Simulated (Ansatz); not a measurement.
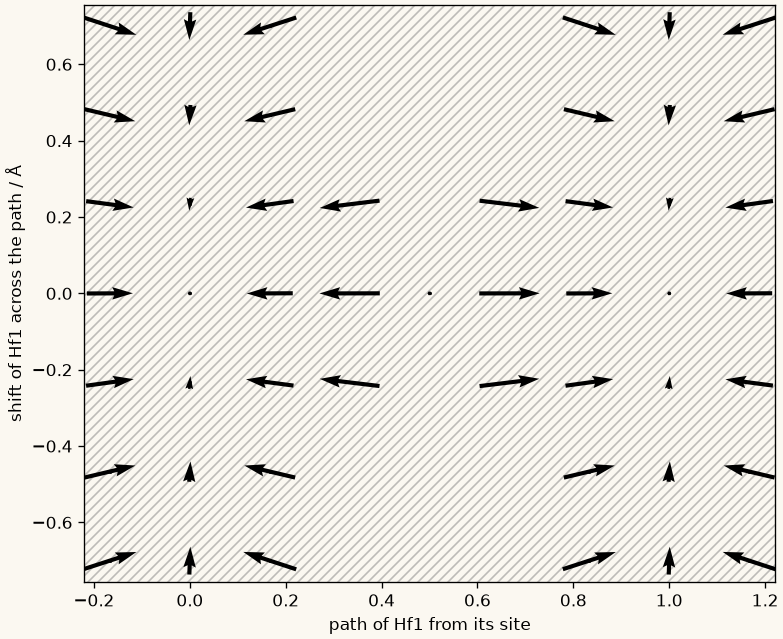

HfS₂ (P-3m1 phase) with one Hf vacancy (11 atoms in the cell, cell charge −4). An atom moved over a plane that holds its own site and a neighbouring vacancy (x along [−1 −1 −2], y along [1 −3 2], z along [−1 0 0] of the conventional cell). The first coordinate is: path of Hf1 from its site (0) to the vacancy (1), 3.557 Å; the second: shift of Hf1 across the path, along the Cartesian direction [2 1 0]. Nothing is relaxed (all other atoms held at the sites of the perfect crystal). The grid has 9 × 7 points; 15 points were computed and 34 follow by symmetry. At 14 points there is no value (left out of the scan, as a rule where atoms come close). Points are written as (first, second). The band gap closes in part of the range. The cell is charged on a uniform background, without a charge correction. The calculation used DFT LDA, scalar-relativistic, plane waves, PAW in Ansatz. Settings: cutoff 420 eV, k-mesh 4×4×4, gaussian smearing 0.05 eV, no spin polarisation.

The picture shows dots at the grid points, arrows along the force (downhill), their lengths compressed, hatched blanks where no value was computed.

Question: The arrows alone are given. Where are the wells?

Answer: The arrows converge at (0.000, 0.000 Å) [nearest 6 S at 2.51 Å]; (1.000, 0.000 Å) [nearest 6 S at 2.51 Å] (read from the interpolated surface).

The energy map of the same scan:

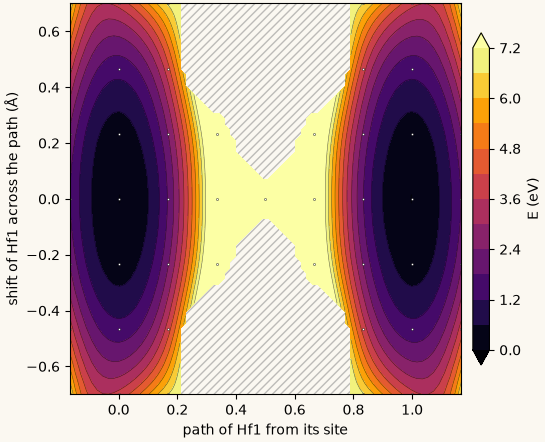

Energies are in eV, from the lowest grid point; between grid points the surface is interpolated.
